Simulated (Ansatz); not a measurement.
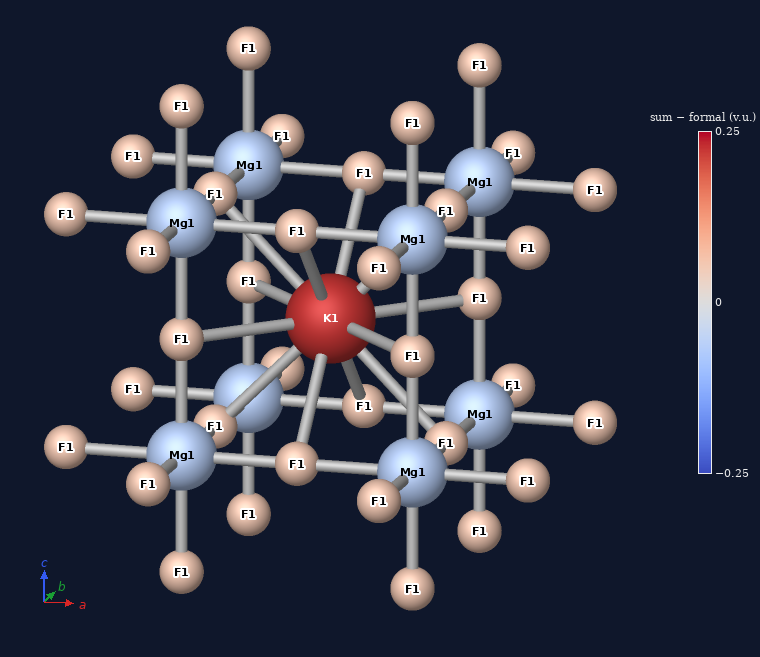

Atoms of KMgF3 (Pm-3m) coloured by their computed bond-valence sum less the size of their formal valence (view slightly off an axis).

Bond valence s = exp((R0 − d)/b), R0 fitted to published crystal structures with b = 0.37 Å, summed over all anions within 5 Å; R0 in Å: K+–F 1.971; Mg2+–F 1.573.

The cell is taken from a calculation's input that goes back to an entry of the Crystallography Open Database (an earlier step may have relaxed or displaced it).

```
CELL_PARAMETERS angstrom
3.98590 0.00000 0.00000
0.00000 3.98590 0.00000
0.00000 0.00000 3.98590
ATOMIC_POSITIONS crystal
K 0.50000 0.50000 0.50000
Mg 0.00000 0.00000 0.00000
F 0.50000 0.00000 0.00000
F 0.00000 0.50000 0.00000
F 0.00000 0.00000 0.50000
```

Site labels: K1 at 0.500, 0.500, 0.500; Mg1 at 0.000, 0.000, 0.000; F1 at 0.500, 0.000, 0.000.

**Which site departs most from its formal valence?**

K1, whose sum is 1.22 against 1: by this sum it is overbonded.

**Give the sums of all sites.**

```tsv
site	x, y, z	formal valence	bond-valence sum	difference
K1	0.500, 0.500, 0.500	+1	1.22	0.22
Mg1	0.000, 0.000, 0.000	+2	1.94	-0.06
F1	0.500, 0.000, 0.000	−1	1.05	0.05
```

**Is the structure strained by this measure?**

The global instability index (root mean square of the differences over all atoms) is 0.11 v.u.: moderate strain, common in real structures. The cell was not relaxed for this table, and a volume that is off by a few per cent shifts all sums together.
